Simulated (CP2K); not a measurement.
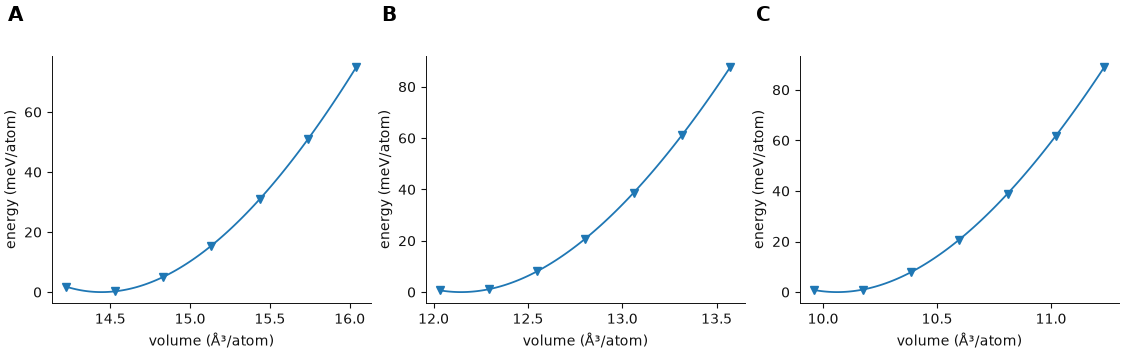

Each panel shows the energy against volume for one of these solids: CoSi₂, Fm-3m (No. 225); MnS, F-43m (No. 216); Ni, Im-3m (No. 229).

Calculation (CP2K 2026.2): DFT in Gaussian orbitals with a plane-wave density, collinear spins; energies at scaled volumes of the given cell, shape and fractions fixed, counted from the fit's minimum, third-order Birch-Murnaghan fit. Level: LDA, collinear spin.

Question: Which panel belongs to which solid?

Answer: A is MnS (energy from 0.24 meV/atom to 74.92 meV/atom, V0 14.45 Å³/atom, B0 165 GPa); B is CoSi₂ (energy from 0.65 meV/atom to 87.59 meV/atom, V0 12.15 Å³/atom, B0 206 GPa); C is Ni (energy from 0.82 meV/atom to 88.93 meV/atom, V0 10.06 Å³/atom, B0 257 GPa).
